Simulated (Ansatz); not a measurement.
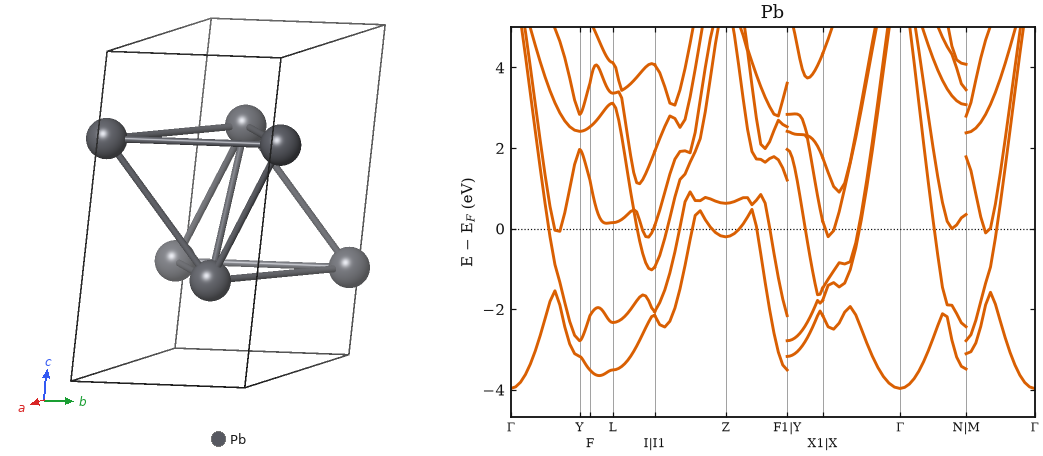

Band structure of Pb, space group C2/m (No. 12), 2 atoms in the primitive cell (a = 3.51 Å, b = 3.51 Å, c = 6.45 Å, α = 106.51°, β = 106.51°, γ = 59.89°), beside the structure. Method: PBEsol, Ansatz PAW, no spin polarisation, no spin-orbit coupling, 9×9×5 k mesh, 420 eV cutoff, Fermi-Dirac smearing of 0.05 eV (Ansatz 0.2.0). Energies are counted from the Fermi level.

A metal: bands cross the Fermi level along this path. At L the nearest levels lie 2.33 eV below and 0.15 eV above the Fermi level.

Spin-orbit coupling is left out, which matters for Pb. The PAW data sets were made with another functional. This isn't the form of Pb at room conditions, which is fcc. Bands are joined in order of energy, so crossings between the computed points show as kinks or gaps. In reduced coordinates of the cell that was run, Y is (−0.5, −0.5, 0), F is (−0.526, −0.526, 0.17), L is (−0.5, −0.5, 0.5), I is (−0.686, −0.314, 0.5), I1 is (−0.314, 0.314, 0.5), Z is (0, 0, 0.5), F1 is (−0.474, −0.474, 0.83), X1 is (−0.657, −0.343, 0), X is (−0.343, 0.343, 0), N is (−0.5, 0, 0) and M is (−0.5, 0, 0.5).
